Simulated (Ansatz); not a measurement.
## Energy of Sr along a strain of the cell

System: Sr (P6₃/mmc, 2 atoms in the cell).
Method: DFT r2SCAN, scalar-relativistic, plane waves, PAW, no spin polarisation (Ansatz 0.2.0).

The 5 runs differ only in the geometry, by a strain of the cell at fixed fractional positions. Against run 3, the strain is εzz = η. The structure derives from an entry of the Crystallography Open Database.

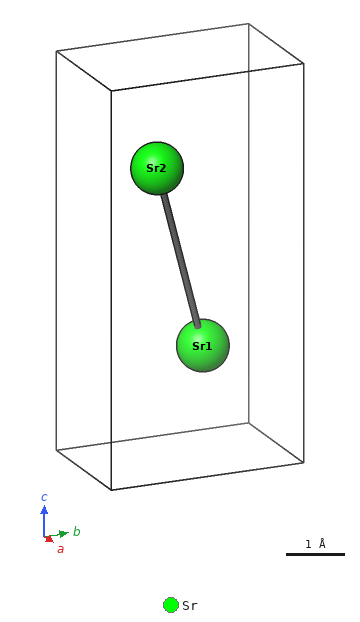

Figure 1. The structure of run 3 (ball-and-stick view of the cell of the calculation, seen slightly off an axis; atoms are numbered from 1 in the order of the input). An atom can appear more than once, as a periodic image.

**Input of run 3**
```yaml
crystal:
  lattice:
    - [4.5255002317, 0.0, 0.0]
    - [-2.2627501159, 3.9191981655, 0.0]
    - [0.0, 0.0, 7.05]
  atoms:
    - { symbol: Sr, position: [0.3333333333, 0.6666666667, 0.25] }
    - { symbol: Sr, position: [0.6666666667, 0.3333333333, 0.75] }
basis:
  ecutwfc: 500
kpoints:
  mp_grid: { grid: [12, 12, 8] }
hamiltonian:
  xc: r2scan
scf:
  occupations: { method: gaussian, width: 0.15 }
output:
  forces: true
  stress: true
  eigenvalues: true
```

Command:
```bash
ansatz run input.yaml --threads 1 --pin off --max-ram 2560MiB --backend cpu --events-out ev --progress --plain --runs-dir out
```

Lattice vectors (Å) and fractional positions of run 3:
```
   4.525500    0.000000    0.000000
  -2.262750    3.919198    0.000000
   0.000000    0.000000    7.050000
Sr  0.333333  0.666667  0.250000
Sr  0.666667  0.333333  0.750000
```

Run 2 differs from it as follows:
```diff
-    - [0.0, 0.0, 7.05]
+    - [0.0, 0.0, 6.87375]
```

**Results, with one run withheld**

| run | strain parameter η (%) | free energy per atom, from the lowest run given (meV) | pressure (GPa) |
| --- | --- | --- | --- |
| 1 | −5.0000 | 4.91 | −0.34 |
| 2 | −2.5000 | ? | ? |
| 3 | 0.0000 | 0.00 | −0.90 |
| 4 | 2.5000 | 5.54 | −1.13 |
| 5 | 5.0000 | 16.11 | −1.34 |

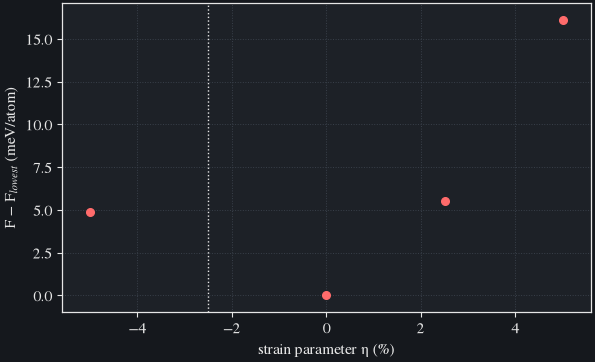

Figure 2. Free energy per atom of the runs given; the dotted line marks run 2.

Estimate the energy of run 2 from the others.

A quadratic polynomial in the coordinate, fitted to the 4 runs given, misses them by at most 0.07 meV per atom. With x = η − 0.6250, it reads F = 0.91472 + 1.6467 x + 0.41876 x² (meV per atom). At run 2 it gives −0.14 meV per atom, and the run itself gives −0.37. The fit has its minimum at η = −1.3412 %.

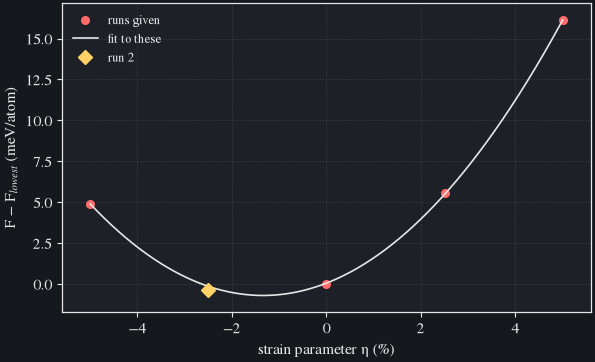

Figure 3. The fit and the withheld run.

**Output, shortened to warnings, some set-up lines, iterations and results (run 2)**
```
Basis set: ecut = 500 eV, 3067 PW (Γ), exchange–correlation on 144×144×216 points (64 copies of the dense FFT grid, shifted against one another)
Symmetry: 24 space group operations
k-points: 95 of 1152
Initial density: superposition of atomic densities (neutral atoms: chi_scale 0, normalization atom), corrected by the library's trained network
[...]
SCF iter   1: F=—  HF=-7110.148149 eV  |F-HF|=—  |Δ(HF+E_count)|=         —  Δρ=2.64e-3  dr2=1.78e-2  dr2_τ=3.80e-3  ethr=1.77e-3  ⟨swp⟩=7.5  Hψ=22058  notcnv=0
SCF iter   2: F=—  HF=-7110.187129 eV  |F-HF|=—  |Δ(HF+E_count)|=   3.90e-2  Δρ=2.03e-3  dr2=9.75e-3  dr2_τ=1.54e-4  ethr=8.92e-5  ⟨swp⟩=2.7  Hψ=3588  notcnv=0  defer=144
SCF iter   3: F=—  HF=-7110.187413 eV  |F-HF|=—  |Δ(HF+E_count)|=   2.84e-4  Δρ=6.32e-4  dr2=1.23e-3  dr2_τ=2.06e-4  ethr=4.88e-5  ⟨swp⟩=2.1  Hψ=2194  notcnv=0  defer=144
SCF iter   4: F=—  HF=-7110.187240 eV  |F-HF|=—  |Δ(HF+E_count)|=   1.73e-4  Δρ=3.65e-4  dr2=6.11e-5  dr2_τ=8.92e-6  ethr=6.14e-6  ⟨swp⟩=2.6  Hψ=2311  notcnv=0  defer=144
SCF iter   5: F=—  HF=-7110.187266 eV  |F-HF|=—  |Δ(HF+E_count)|=   2.56e-5  Δρ=7.40e-5  dr2=4.66e-6  dr2_τ=1.36e-6  ethr=3.05e-7  ⟨swp⟩=2.0  Hψ=1725  notcnv=0  defer=144
SCF iter   6: F=—  HF=-7110.187266 eV  |F-HF|=—  |Δ(HF+E_count)|=   8.29e-7  Δρ=1.12e-5  dr2=2.46e-7  dr2_τ=3.89e-8  ethr=2.33e-8  ⟨swp⟩=3.0  Hψ=2532  notcnv=0  defer=144
SCF iter   7: F=-7110.187267 eV  HF=-7110.187266 eV  |F-HF|=2.98e-8  |Δ(HF+E_count)|=   6.64e-8  Δρ=9.02e-6  dr2=3.95e-8  dr2_τ=2.29e-8  ethr=5.00e-10  ⟨swp⟩=11.1  Hψ=9380  …
SCF 1 converged in 7 iterations: F = -7110.187267 eV  dr2 = 3.95e-8
SCF converged after 7 iterations
Free energy (F): -7110.187267 eV
Harris-Foulkes:  -7110.187266 eV  (|F-HF|=2.98e-8)
Internal energy: -7110.158173 eV  (E = F + TS)
E sigma→0 (E₀):  -7110.172720 eV
Entropy (-TS):   -0.029093 eV (-14.547 meV/atom)
Fermi energy:    4.437996 eV
--- Per-component energies (eV) ---
  E_band       = -303.219039
  E_kinetic    = 482.149882
  E_local      = -1597.202889  (includes V_loc(G=0)·N_el)
  E_nonlocal   = 404.146210
  E_hartree    = 409.870232
  E_xc         = -321.422636
  E_vxc        = -347.331124  (∫ρ·V_xc dr)
  E_paw        = -5431.421208  (= ΣΔE_a)
  E_vpaw       = -83.391660  (= ΣTr[D̂ρ^β])
  E_aug_tail   = -0.000001  (compensation charges beyond the density's cutoff)
  E_vtau       = 18.673576  (kinetic-family band-sum trace: ∫τ·v_τ [+ j·A + Jᵃ·Aᵃ] dr)
  E_ewald      = -1055.985690
  E_core_change = -0.292073  (= ΣΔE_core)
  E_smearing   = -0.029093  (= −TS)
  E_closure    = -0.000000  (closes the sum)
  Σ components = -7110.187267   (vs F -7110.187267, Δ=0.00e0)
--- Forces (eV/Å), atoms counted from 1 ---
  atom   1  Sr     0.00000000     0.00000000     0.00000000
  atom   2  Sr    -0.00000000    -0.00000000    -0.00000000
  max |Σ_I F_I| component: 9.25e-18 eV/Å
--- Stress (GPa, compression-positive) ---
       -1.075102      -0.000000      -0.000000
       -0.000000      -1.075102       0.000000
       -0.000000       0.000000       0.237934
  P = ⅓ Tr σ = -0.6374 GPa (-6.374 kbar)
```
